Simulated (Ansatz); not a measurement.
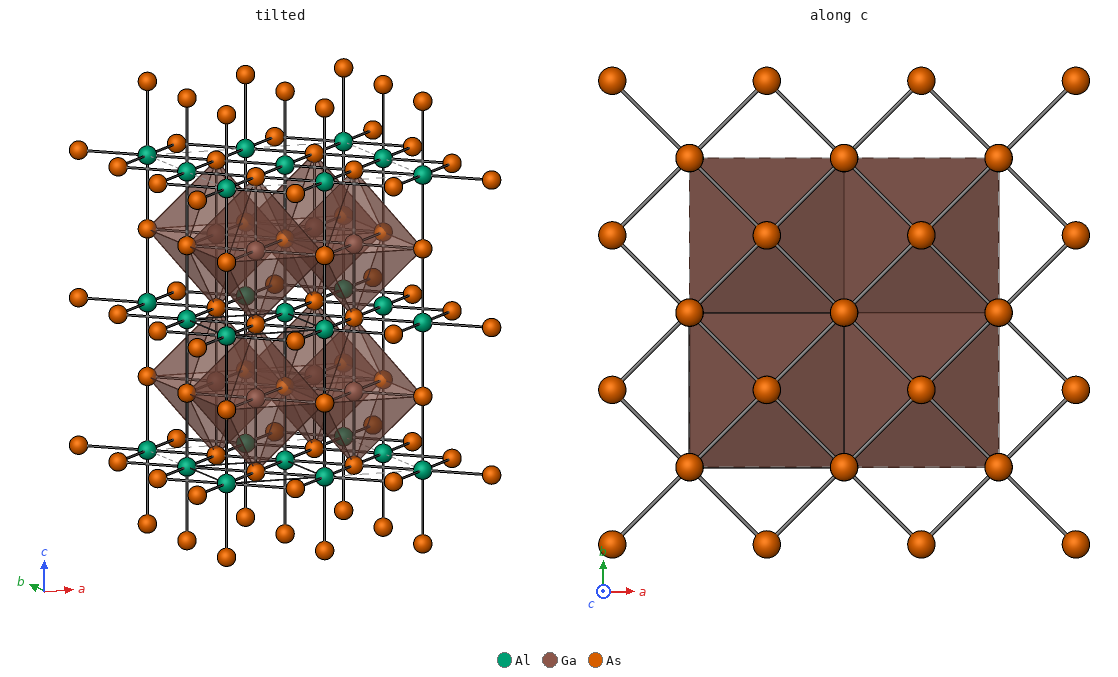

Shown here is a polyhedral view of the crystal, taken slightly off an axis and along the c axis. Solid lines give the conventional unit cell, repeated here 2×2×2 times. A few atoms beyond the faces are included.

AlGaAs$_{2}$, space group P4/mmm (No. 123), a = 3.73 Å, b = 3.73 Å, c = 5.28 Å, α = 90.00°, β = 90.00°, γ = 90.00°.

Setup: DFT, r2SCAN+rVV10, plane waves, PAW in Ansatz; a kinetic-energy cutoff of 500 eV, an 8×8×6 k-point grid, Fermi-Dirac smearing of 0.03 eV, no spin polarisation.

What does the calculation say: metal or gapped?

A metal: bands cross the Fermi level.

Would the cell expand or shrink if it could?

The computed pressure is -0.1 GPa, close to zero.

Origin of the cell: a structure type filled with these elements by a generator (whether the compound takes this form wasn't checked). Earlier steps of the study may have refined or changed the cell and positions. It went into a calculation with Ansatz.
